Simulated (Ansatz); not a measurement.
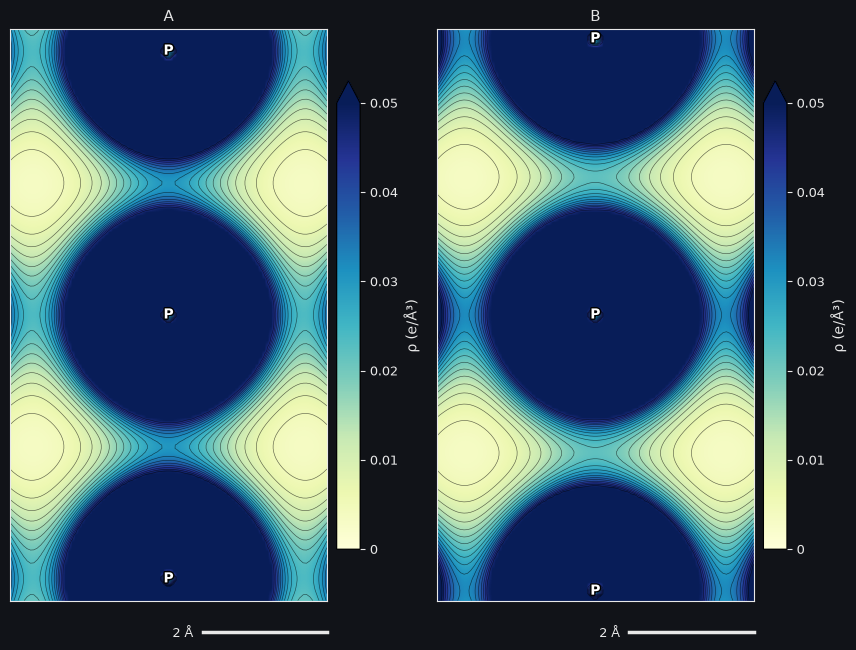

P. The valence electron density of two cells that differ in size and shape, on the (010) plane of each (indices in the axes of the calculation cell), at one length scale and on one colour scale: A has 82.3 Å³ an atom and B 78.7.

Space group P4/mmm; computed without spin polarisation.

Computed with DFT PBEsol, scalar-relativistic, plane waves, PAW in Ansatz.

What does the compression do to the bonding and the properties?

Answer. From the larger cell to the smaller, P–P goes from 4.25 to 4.44 Å, and the density at its midpoint from 0.03 to 0.02 e/Å³; the pressure goes from −3.6 to −4.0 GPa.
